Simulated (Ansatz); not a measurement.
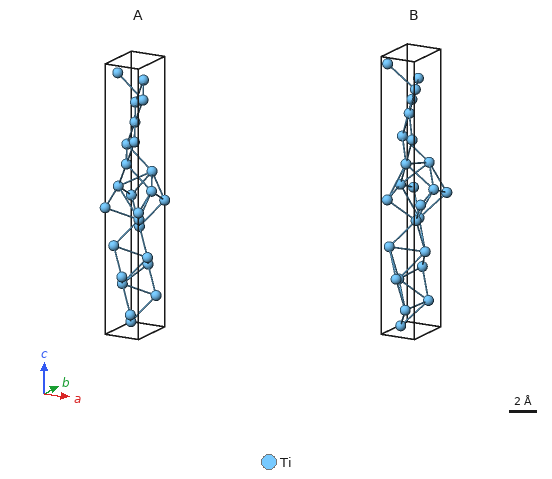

Two geometries of an interface cell of composition Ti, drawn at one scale. One is the start of a relaxation, the other its converged end. The picture is a ball-and-stick view of the cell of the calculation, seen slightly off an axis.

Theory: DFT PBE, scalar-relativistic, plane waves, PAW (Ansatz 0.2.0). Set-up: plane-wave cutoff 420 eV; k-point mesh 12 × 12 × 2; occupations gaussian; smearing width 0.1 eV; no spin polarisation; cell relaxed at fixed a, b, alpha, beta, gamma; force threshold 0.02 eV/Å; at most 60 steps.

### Which geometry has the lower energy?

Structure B is the relaxed one. Case: symmetric tilt boundary Sigma 5 (3 1 0), mirror between planes, shift [0, 0.5]. The largest moves relative to the cell, 0.71 Å, are those of Ti atoms. The volume changes by +2.7 %, with a unchanged at 3.256 Å, b unchanged at 5.399 Å, c 20.890 → 21.451 Å (+2.7 %). Near-neighbour distances that change, for instance: Ti–Ti 3.679 → 3.080 Å, Ti–Ti 3.256 → 2.770 Å, Ti–Ti 3.256 → 2.866 Å, Ti–Ti 3.256 → 2.890 Å. Over 8 accepted moves (9 points after the start) the energy falls by 2.330 eV per cell of the calculation. Largest force component: 0.84 eV/Å at the start, 0.0049 eV/Å at the end. Pressure: −0.83 GPa at the start and −2.87 GPa at the end. The SCF was repeated once at an unchanged geometry on a basis and grid sized afresh for the cell, which shifted the energy by 0.8 meV per cell of the calculation at most.
